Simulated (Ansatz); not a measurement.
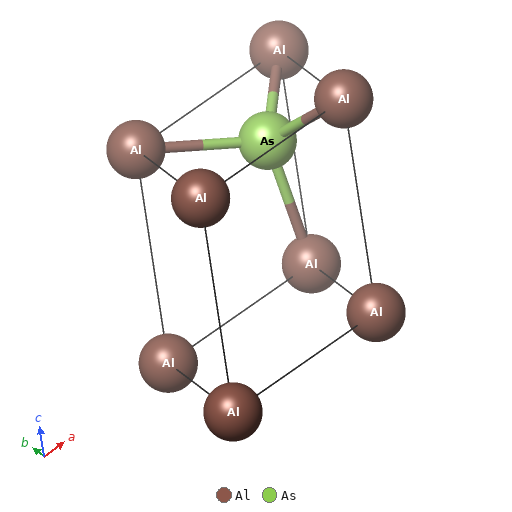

System: vacancy (removed As) in AlAs. The picture shows the cell.

Structure:
```
CELL_PARAMETERS angstrom
0.00000 2.86400 2.86400
2.86400 0.00000 2.86400
2.86400 2.86400 0.00000
ATOMIC_POSITIONS crystal
Al 0.00000 0.00000 0.00000
As 0.75000 0.75000 0.75000
```

Computed with Ansatz 0.2.0: charge states of a point defect in a periodic supercell, each relaxed, energies over the elements' standard states with the Fermi level at the host's valence band top, point-charge and potential alignment terms added, no band filling term, levels over that top; plane waves with PAW datasets; energies extrapolated to zero smearing. Level: PBE, allowed.

| setting | value |
| --- | --- |
| host atoms in supercell | 32 |
| wave cutoff | 420 eV |
| k mesh | 2×2×2 |
| occupations | Gaussian |
| smearing width | 0.01 eV |
| k shift | (0.5, 0.5, 0.5) (mesh steps) |
| start displacement | 0 Å |
| defect kind | vacancy |
| removed element | As |
| added element | none |
| defect place | (0.75, 0.75, 0.75) (fraction of the host cell vector) |
| host gap | 1.504 eV |
| static dielectric xx yy zz | (11.56, 11.56, 11.56) |

Describe the result: the formation energy of each charge state against the Fermi level.

The stable charge changes at 0.98 eV (+1/0) and 1.34 eV (0/−1) above the valence band top. The lowest state is +1 at the valence band top, +1 at mid-gap and −1 at the conduction band bottom, 1.50 eV higher. With the Fermi level at mid-gap the formation energy is 3.9 eV against the elements' standard states.

```json
{"charge": "+3", "formation energy with the Fermi level at the valence band top (eV)": "3.24"}
{"charge": "+2", "formation energy with the Fermi level at the valence band top (eV)": "3.30"}
{"charge": "+1", "formation energy with the Fermi level at the valence band top (eV)": "3.18"}
{"charge": "0", "formation energy with the Fermi level at the valence band top (eV)": "4.16"}
{"charge": "-1", "formation energy with the Fermi level at the valence band top (eV)": "5.50"}
```

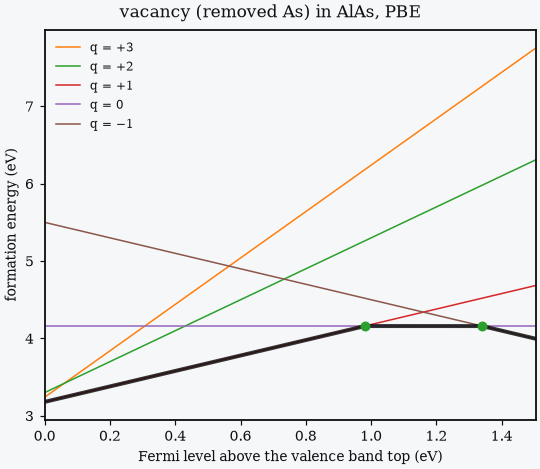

The thick line follows the lowest charge state; the axis spans the host's computed gap.

Note: a crossing between the sampled k points may be missed; charged cell in a neutralising background; coarse k mesh; fractional moment from partly filled bands; moments loosely converged; narrow smearing for a metal; potential alignment in doubt; small supercell; symmetry that the supercell leaves at the site kept.
